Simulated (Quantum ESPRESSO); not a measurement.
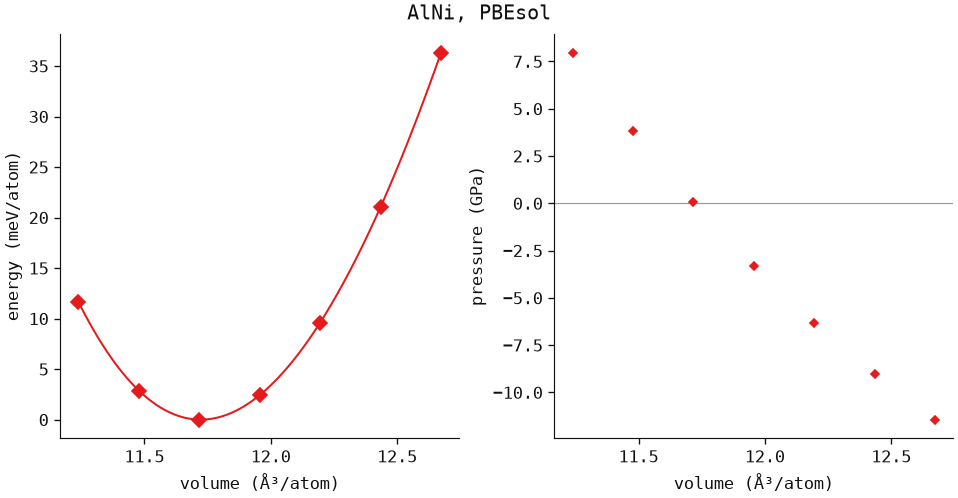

The figure shows the energy and pressure against volume for AlNi, space group Pm-3m (No. 221).

Cell as given: a = 2.881 Å, b = 2.881 Å, c = 2.881 Å, α = 90.00°, β = 90.00°, γ = 90.00°; 2 atoms.

Computed with Quantum ESPRESSO 7.5: plane-wave DFT, collinear spins; energies at scaled volumes of the given cell, shape and fractions fixed, counted from the fit's minimum, third-order Birch-Murnaghan fit. Level: PBEsol, collinear spin.

k mesh 9×9×9; occupations Fermi–Dirac; smearing width 0.05 eV; potentials PseudoDojo 0.4.1 SR PBEsol standard; wave cutoff 1333 eV; density cutoff 5333 eV.

Question: Give the fitted equation-of-state parameters.

Answer: A third-order Birch–Murnaghan fit gives V0 = 11.72 Å³/atom, B0 = 173 GPa and B′ = 4.3.

Question: How does the pressure vary with volume?

Answer: It falls from 7.97 GPa at volume 11.24 Å³/atom to −11.44 GPa at 12.67 Å³/atom, and changes sign near 11.72 Å³/atom.
